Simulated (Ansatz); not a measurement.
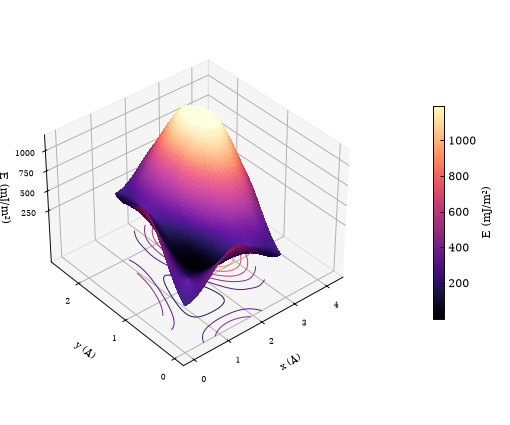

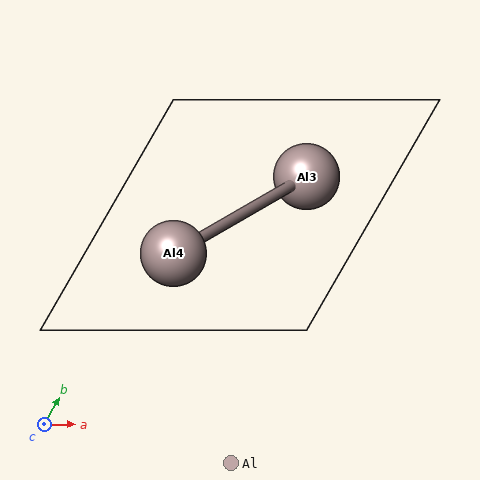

Energy landscape of Al (P6_3/mmc, No. 194; 6 atoms in the cell). Gamma surface: rigid slide across a plane, one fault a cell; the plane is (0 0 1) of the conventional cell. Places are given modulo a cell vector. The map is drawn in real space over the plane of the slide. Nothing is relaxed (rigid halves, spacing across the cut fixed). Grid: 9 × 9 points; 19 points were computed and 62 follow by symmetry. Energies are in mJ/m², from the lowest grid point. Theory: Ansatz, DFT PBE+D3(BJ), scalar-relativistic, plane waves, PAW. Settings: cutoff 420 eV, k-mesh 18×18×3 in the order of the run's cell vectors, gaussian smearing 0.15 eV, no spin polarisation.

In the figure: a relief with its contours projected below, any walls above the top of the colour scale cut off. Between grid points the surface is interpolated. The second picture is the structure at the lowest point

### Summarise what can be read from the map.

The lowest grid point is at (3/9, 3/9) of the cell vectors. A higher local minimum lies near (0/9, 0/9) of the cell vectors (182 mJ/m² above the lowest at that grid point). The highest grid point, (6/9, 6/9) of the cell vectors, lies 1350 mJ/m² above the lowest. On the interpolated surface the easiest way out of the lowest well to the well at (0/9, 0/9) of the cell vectors passes a barrier of about 230 mJ/m².

Grid values (mJ/m²):

```csv
"slide along a2 ↓, slide along a1 →",0/9,1/9,2/9,3/9,4/9,5/9,6/9,7/9,8/9
8/9,224,224,398,637,865,959,865,637,398
7/9,338,232,338,637,980,1213,1213,980,637
6/9,476,243,243,476,865,1213,1350,1213,865
5/9,574,258,138,258,574,959,1213,1213,959
4/9,574,266,72,72,266,574,865,980,865
3/9,476,258,72,0,72,258,476,637,637
2/9,338,243,138,72,72,138,243,338,398
1/9,224,232,243,258,266,258,243,232,224
0/9,182,224,338,476,574,574,476,338,224
```

The input of one point:

```yaml
crystal:
  lattice:
    - [-2.803570076, 0.0, 0.0]
    - [-1.401785038, -2.4279629071, 0.0]
    - [-1.401785038, -0.809320969, 14.0252688885]
  atoms:
    - { symbol: Al, position: [0.6388833333, 0.6388833333, 0.08335] }
    - { symbol: Al, position: [0.5277722222, 0.5277722222, 0.4166833333] }
    - { symbol: Al, position: [0.4166611111, 0.4166611111, 0.7500166667] }
    - { symbol: Al, position: [0.0277722222, 0.0277722222, 0.9166833333] }
    - { symbol: Al, position: [0.2499944444, 0.2499944444, 0.2500166667] }
    - { symbol: Al, position: [0.1388833333, 0.1388833333, 0.58335] }
basis:
  ecutwfc: 420
kpoints:
  mp_grid: { grid: [18, 18, 3] }
hamiltonian:
  xc: pbe
  pseudopotentials: { kind: paw, azcp: { folder: soft_1 } }
  dispersion: d3bj
scf:
  occupations: { method: gaussian, width: 0.15 }
output:
  forces: true
  stress: true
  eigenvalues: true
```

The whole map (19 points run) took 13 min on 2 threads of Arm Neoverse N1, on a shared host.
